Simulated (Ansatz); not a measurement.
## Geometry relaxation, with input and output: Hf$_{6}$HO$_{13}$ (part 3 of 6)

The same run, continued: Hf$_{6}$HO$_{13}$ (slab, 40 atoms in the cell); DFT PBE+D3(BJ), scalar-relativistic, plane waves, PAW (Ansatz 0.2.0); cutoff 420 eV, 3×3×1 k-mesh, Gaussian smearing of 0.05 eV. The structure derives from an entry of the Crystallography Open Database. The run did not end well. The input holds or restrains some coordinates. Forces given for the steps count only the free coordinates. It belongs to a series of runs on one base structure; here: 1 H2O2 a cell, donor, over a top O site.

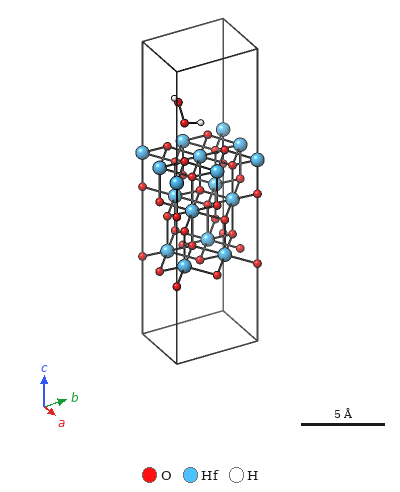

*The geometry at step 1 of the log (ball-and-stick view of the cell of the calculation, with the vacuum cut short, seen slightly off an axis).*

## Output, continued
```
  k-point 0: bands = ["-60.0938", "-60.0876", "-60.0816", "-60.0791", "-60.0551", "-60.0470", "-59.9862", "-59.8160", "-59.7979", "-59.7352", ... 72 levels left out ..., "-9.9996", "-9.9885", "-9.9863", "-9.9842", "-9.9830", "-9.9723", "-9.9683", "-9.9665", "-9.9640", "-9.9636", "-9.9531", "-9.9522", "-9.9505", "-9.9416", "-9.9383", "-9.9352", "-9.9323", "-9.9298", "-9.9282", "-9.9274", "-9.9272", "-9.9257", "-9.9225", "-9.9200", "-9.9193", "-9.9183", "-9.9125", "-9.9088", "-9.9081",
      "-9.9043", "-9.9032", "-9.9015", "-9.8980", "-9.8951", "-9.8910", "-9.8766", "-9.8665", "-9.8647", "-9.8473", "-9.8260", "-9.7670", "-9.7227", "-9.7211", "-9.7069", "-9.7023", "-9.7000", "-9.6954", "-9.6874", "-9.6836", "-9.6712", "-9.6638", "-9.6545", "-9.6445", "-9.6325", "-9.6300", "-9.6059", "-9.6033", "-9.5987", "-9.5969", "-9.5923", "-9.5841", "-9.5819", "-9.5760", "-9.5750", "-9.5727", "-9.5597", "-9.5421", "-9.5305", "-9.5115",
      "-9.4313", "-9.4245", "-9.4087", "-9.4024", "-9.3860", "-9.3690", "-9.3500", "-5.7272", "-5.0247", "-4.9614", "-4.9092", "-4.6394", "-4.1304", "-4.0908", "-3.8529", "-3.6984", "-3.6173", "-3.5302", "-3.4231", "-3.3484", "-3.2872", "-3.2567", "-3.2235", "-3.1312", "-3.0903", "-3.0607", "-3.0529", "-2.9798", "-2.9239", "-2.8174", "-2.8074", "-2.6916", "-2.6364", "-2.5813", "-2.5690", "-2.3968", "-2.3172", "-2.2670", "-2.2355", "-2.0348",
      "-1.6597", "-1.5774", "-1.4440", "-1.3237", "-1.3087", "-1.2184", "-1.1230", "-1.0206", "-1.0203", "-1.0167", "-0.9032", "-0.8367", "-0.8132", "-0.7873", "-0.7421", "-0.7273", "-0.6837", "-0.6659", "-0.6420", "-0.6011", "-0.5297", "-0.4482", "-0.4397", "-0.3481", "-0.3387", "-0.3251", "-0.2411", "-0.2029", "-0.1384", "-0.1159", "0.0033", "0.0851", "0.2547", "0.2986", "0.3490", "0.3722", "0.4277", "0.5237", "0.5394", "0.7543",
      "0.7713", "0.8472", "0.8735", "1.4147", "5.0723", "5.1111", "5.1717", "5.1982", "5.3167", "5.4589", "5.4972", "5.5305", "5.5579", "5.5883", "5.6473", "5.6753", "5.7499", "5.8313", "5.8579", "5.9154", "5.9835", "6.0412", "6.1337", "6.1578", "6.2496", "6.2699", "6.3912", "6.4377", "6.4897", "6.5444", "6.5670", "6.5967", "6.6977", "6.7943", "6.9039", "7.1399", "7.3048", "7.4601", "7.5868", "7.7209",
      "8.0252", "8.0289", "8.1001", "8.1243", "8.1774", "8.1971", "8.2505", "8.3221", "8.3811", "8.4699", "8.5830"]
  k-point 1: bands = ["-60.0935", "-60.0870", "-60.0813", "-60.0801", "-60.0547", "-60.0476", "-59.9862", "-59.8157", "-59.7981", "-59.7352", ... 72 levels left out ..., "-9.9989", "-9.9880", "-9.9852", "-9.9822", "-9.9811", "-9.9716", "-9.9684", "-9.9675", "-9.9657", "-9.9637", "-9.9581", "-9.9498", "-9.9465", "-9.9400", "-9.9363", "-9.9340", "-9.9330", "-9.9313", "-9.9286", "-9.9274", "-9.9262", "-9.9247", "-9.9235", "-9.9211", "-9.9200", "-9.9183", "-9.9144", "-9.9119", "-9.9088",
      "-9.9078", "-9.9039", "-9.9001", "-9.8973", "-9.8945", "-9.8899", "-9.8826", "-9.8713", "-9.8693", "-9.8549", "-9.8283", "-9.7949", "-9.7226", "-9.7209", "-9.7058", "-9.7025", "-9.7010", "-9.6911", "-9.6873", "-9.6844", "-9.6708", "-9.6673", "-9.6524", "-9.6441", "-9.6335", "-9.6272", "-9.6068", "-9.6052", "-9.5990", "-9.5969", "-9.5948", "-9.5852", "-9.5843", "-9.5776", "-9.5764", "-9.5737", "-9.5612", "-9.5429", "-9.5370", "-9.5193",
      "-9.4324", "-9.4264", "-9.4097", "-9.4038", "-9.3876", "-9.3690", "-9.3565", "-5.7157", "-4.7909", "-4.5486", "-4.4619", "-4.4142", "-3.8997", "-3.8587", "-3.7276", "-3.6933", "-3.6492", "-3.5692", "-3.4737", "-3.4348", "-3.3814", "-3.3652", "-3.2838", "-3.2281", "-3.1598", "-3.1130", "-3.0471", "-2.9046", "-2.8528", "-2.7966", "-2.7418", "-2.6876", "-2.6257", "-2.5860", "-2.5429", "-2.4232", "-2.3726", "-2.2583", "-2.1570", "-2.0965",
      "-1.8102", "-1.7766", "-1.7114", "-1.6291", "-1.5638", "-1.5405", "-1.4643", "-1.3573", "-1.2585", "-1.2081", "-1.1514", "-1.0508", "-0.9812", "-0.9281", "-0.8221", "-0.7957", "-0.7083", "-0.6895", "-0.6230", "-0.5568", "-0.4581", "-0.4069", "-0.3270", "-0.2706", "-0.2145", "-0.1843", "-0.1054", "-0.0518", "-0.0098", "0.0486", "0.0894", "0.1217", "0.1637", "0.2415", "0.3200", "0.3710", "0.4387", "0.5023", "0.5810", "0.6903",
      "0.7587", "0.8008", "0.8626", "1.4217", "5.2143", "5.2729", "5.3678", "5.4237", "5.5082", "5.5590", "5.5733", "5.5938", "5.6524", "5.6720", "5.7894", "5.7993", "5.8815", "5.9024", "5.9792", "6.0086", "6.0741", "6.1095", "6.1356", "6.2208", "6.2630", "6.3119", "6.3713", "6.3966", "6.4921", "6.5280", "6.5688", "6.6636", "6.7644", "6.8616", "7.1048", "7.2857", "7.5080", "7.7097", "7.7703", "8.0086",
      "8.0753", "8.1147", "8.1512", "8.1989", "8.2605", "8.3311", "8.3861", "8.5571", "8.6031", "8.6636", "8.7091"]
  k-point 2: bands = ["-60.0933", "-60.0866", "-60.0828", "-60.0791", "-60.0553", "-60.0470", "-59.9862", "-59.8159", "-59.7979", "-59.7352", ... 72 levels left out ..., "-9.9986", "-9.9872", "-9.9832", "-9.9811", "-9.9809", "-9.9740", "-9.9690", "-9.9663", "-9.9636", "-9.9629", "-9.9565", "-9.9525", "-9.9477", "-9.9405", "-9.9385", "-9.9362", "-9.9342", "-9.9327", "-9.9311", "-9.9291", "-9.9264", "-9.9258", "-9.9228", "-9.9213", "-9.9183", "-9.9157", "-9.9115", "-9.9097", "-9.9082",
      "-9.9078", "-9.9042", "-9.9012", "-9.8995", "-9.8956", "-9.8926", "-9.8771", "-9.8719", "-9.8691", "-9.8529", "-9.8282", "-9.7931", "-9.7226", "-9.7209", "-9.7064", "-9.7022", "-9.6998", "-9.6952", "-9.6877", "-9.6834", "-9.6720", "-9.6638", "-9.6542", "-9.6423", "-9.6306", "-9.6239", "-9.6076", "-9.6067", "-9.5989", "-9.5979", "-9.5931", "-9.5849", "-9.5837", "-9.5780", "-9.5771", "-9.5742", "-9.5616", "-9.5434", "-9.5377", "-9.5241",
      "-9.4336", "-9.4265", "-9.4094", "-9.4034", "-9.3867", "-9.3685", "-9.3568", "-5.7122", "-4.7997", "-4.5412", "-4.5308", "-4.3537", "-3.9302", "-3.8422", "-3.7564", "-3.6604", "-3.6446", "-3.5461", "-3.4864", "-3.4034", "-3.3727", "-3.3392", "-3.3045", "-3.2398", "-3.1436", "-3.0928", "-3.0454", "-2.9008", "-2.8388", "-2.7800", "-2.7441", "-2.6883", "-2.6351", "-2.5880", "-2.5212", "-2.4618", "-2.3595", "-2.3354", "-2.2359", "-2.0659",
      "-1.8617", "-1.8128", "-1.7501", "-1.6245", "-1.5766", "-1.5432", "-1.4232", "-1.3553", "-1.2570", "-1.1788", "-1.0711", "-1.0627", "-0.9996", "-0.9264", "-0.8491", "-0.8029", "-0.7020", "-0.6516", "-0.5878", "-0.5258", "-0.4236", "-0.3902", "-0.3241", "-0.3011", "-0.2425", "-0.1494", "-0.0899", "-0.0095", "0.0112", "0.0178", "0.0849", "0.1059", "0.1405", "0.1448", "0.2848", "0.4424", "0.4915", "0.5230", "0.5652", "0.6382",
      "0.7592", "0.8133", "0.8572", "1.4231", "5.2173", "5.3269", "5.3303", "5.4487", "5.5351", "5.5436", "5.5540", "5.5907", "5.6552", "5.6886", "5.7919", "5.8080", "5.8397", "5.8934", "5.9174", "6.0356", "6.0537", "6.1490", "6.1734", "6.2048", "6.2521", "6.3251", "6.3585", "6.4265", "6.4395", "6.5620", "6.6232", "6.6557", "6.7287", "6.8322", "7.0749", "7.4209", "7.5084", "7.6977", "7.7523", "8.0220",
      "8.0575", "8.1045", "8.1541", "8.1890", "8.2284", "8.3291", "8.3923", "8.4409", "8.5468", "8.6331", "8.6878"]
  k-point 4: bands = ["-60.0934", "-60.0869", "-60.0817", "-60.0798", "-60.0548", "-60.0475", "-59.9862", "-59.8157", "-59.7981", "-59.7352", ... 72 levels left out ..., "-9.9989", "-9.9879", "-9.9849", "-9.9820", "-9.9810", "-9.9721", "-9.9687", "-9.9673", "-9.9652", "-9.9635", "-9.9577", "-9.9496", "-9.9463", "-9.9405", "-9.9375", "-9.9365", "-9.9336", "-9.9303", "-9.9294", "-9.9273", "-9.9254", "-9.9248", "-9.9230", "-9.9208", "-9.9197", "-9.9179", "-9.9143", "-9.9120", "-9.9086",
      "-9.9077", "-9.9037", "-9.8999", "-9.8971", "-9.8951", "-9.8889", "-9.8841", "-9.8712", "-9.8695", "-9.8541", "-9.8283", "-9.7950", "-9.7227", "-9.7209", "-9.7057", "-9.7021", "-9.7009", "-9.6912", "-9.6871", "-9.6844", "-9.6707", "-9.6675", "-9.6523", "-9.6424", "-9.6340", "-9.6304", "-9.6070", "-9.6039", "-9.5990", "-9.5970", "-9.5946", "-9.5852", "-9.5844", "-9.5773", "-9.5765", "-9.5737", "-9.5612", "-9.5429", "-9.5370", "-9.5191",
      "-9.4337", "-9.4276", "-9.4089", "-9.4030", "-9.3870", "-9.3690", "-9.3565", "-5.7086", "-4.8169", "-4.5425", "-4.4750", "-4.4003", "-3.9026", "-3.8605", "-3.7305", "-3.6746", "-3.6401", "-3.5866", "-3.4996", "-3.4304", "-3.3806", "-3.3253", "-3.2826", "-3.2235", "-3.1691", "-3.0983", "-3.0122", "-2.9286", "-2.8491", "-2.7928", "-2.7340", "-2.6968", "-2.6308", "-2.5751", "-2.4843", "-2.4435", "-2.3964", "-2.3324", "-2.1846", "-2.0776",
      "-1.8262", "-1.7714", "-1.6959", "-1.6228", "-1.5583", "-1.5289", "-1.4766", "-1.3614", "-1.2489", "-1.2157", "-1.1313", "-1.0459", "-0.9746", "-0.9208", "-0.8358", "-0.7860", "-0.7138", "-0.7011", "-0.6140", "-0.5577", "-0.4559", "-0.4117", "-0.3293", "-0.2733", "-0.2205", "-0.1862", "-0.1040", "-0.0520", "-0.0088", "0.0539", "0.0863", "0.1214", "0.1565", "0.2488", "0.3115", "0.3656", "0.4446", "0.5217", "0.5777", "0.6540",
      "0.7473", "0.7941", "0.8979", "1.4229", "5.2174", "5.2735", "5.3606", "5.4264", "5.5170", "5.5599", "5.5739", "5.6053", "5.6436", "5.6770", "5.7844", "5.8135", "5.8869", "5.9076", "5.9872", "6.0197", "6.0449", "6.1015", "6.1479", "6.2168", "6.2573", "6.3055", "6.3875", "6.3979", "6.4986", "6.5172", "6.5637", "6.6834", "6.8067", "6.8635", "7.1641", "7.2593", "7.5103", "7.6725", "7.7779", "8.0123",
      "8.0820", "8.1286", "8.1607", "8.1916", "8.2283", "8.3264", "8.3645", "8.4866", "8.5871", "8.6548", "8.7180"]
End of that report.
Error: SIGTERM received: cancelled by the caller after 2 completed SCF iterations
```

## Trajectory as extended XYZ (Å, eV, eV/Å), 21 of the 46 frames kept, from step=1 to step=46
```
40
Lattice="7.1741 0.0000 0.0000 -3.5871 6.2130 0.0000 0.0000 0.0000 27.0036" Properties=species:S:1:pos:R:3:forces:R:3 step=1 energy=-203501.24913
O     1.7935    3.1065    8.0000    0.0000   0.0001  -0.6921
O     3.5871    0.0000    8.0000    0.0000  -0.0002  -0.6921
O    -1.7935    3.1065    8.0000    0.0000   0.0002  -0.6921
O     0.0000    0.0000    8.0000    0.0000  -0.0001  -0.6921
Hf    1.7935    1.0355    8.7322    0.0001   0.0002   0.8989
Hf    0.0000    4.1420    8.7322   -0.0001  -0.0002   0.8984
Hf    5.3806    1.0355    8.7322   -0.0001   0.0003   0.8993
Hf    3.5871    4.1420    8.7322    0.0001  -0.0003   0.8985
O     3.5871    2.0710    9.4644   -0.0002   0.0002   0.2452
O     1.7935    5.1775    9.4644   -0.0001  -0.0003   0.2466
O     0.0000    2.0710    9.4644    0.0002   0.0002   0.2455
O    -1.7935    5.1775    9.4644    0.0001  -0.0001   0.2464
O     3.5871    4.1420   10.9288    0.0002  -0.0010  -0.4526
O     5.3806    1.0355   10.9288   -0.0002   0.0011  -0.4535
O     0.0000    4.1420   10.9288   -0.0002  -0.0009  -0.4524
O     1.7935    1.0355   10.9288    0.0001   0.0008  -0.4525
Hf    3.5871    2.0710   11.6540    0.0024  -0.0043   0.0054
Hf    1.7935    5.1775   11.6540    0.0010   0.0063  -0.0017
Hf    0.0000    2.0710   11.6540   -0.0023  -0.0054   0.0065
Hf   -1.7935    5.1775   11.6540   -0.0007   0.0038  -0.0022
O    -1.7935    3.1065   12.3979   -0.0007   0.0018   0.0008
O     0.0000    0.0000   12.3979   -0.0004  -0.0030  -0.0036
O     1.7935    3.1065   12.3979    0.0009   0.0034   0.0045
O     3.5871    0.0000   12.3979   -0.0002  -0.0023   0.0009
O    -1.7935    5.1775   13.8109    0.0148  -0.0022   0.0035
O     0.0000    2.0710   13.8109    0.0503   0.0402   0.0023
O     1.7935    5.1775   13.8109   -0.0129  -0.0413   0.0189
O     3.5871    2.0710   13.8109   -0.0404   0.0212   0.0031
Hf   -1.7935    3.1065   14.5468   -0.0466  -0.1259  -0.2022
Hf    0.0000    0.0000   14.5468   -0.1003   0.0760   0.0530
Hf    1.7935    3.1065   14.5468    0.0314  -0.0410  -0.0664
Hf    3.5871    0.0000   14.5468    0.0865   0.1146   0.0858
O     0.0000    4.1420   15.3430   -0.0388  -0.0686   0.1019
O     1.7935    1.0355   15.3430   -0.0229   0.0180   0.0101
O     3.5871    4.1420   15.3430    0.0303  -0.0284   0.0596
O     5.3806    1.0355   15.3430    0.1216   0.1728  -0.8720
O     4.8799    0.7981   18.9577   -1.4749  -1.3281   5.2769
O     5.3806    1.0355   17.7630    1.9207   1.3841  -4.1565
H     5.6007    0.3224   19.4445   -0.4546   0.2546  -0.1504
H     5.6614    1.9859   17.7904   -0.0629  -0.4455  -0.1780
```
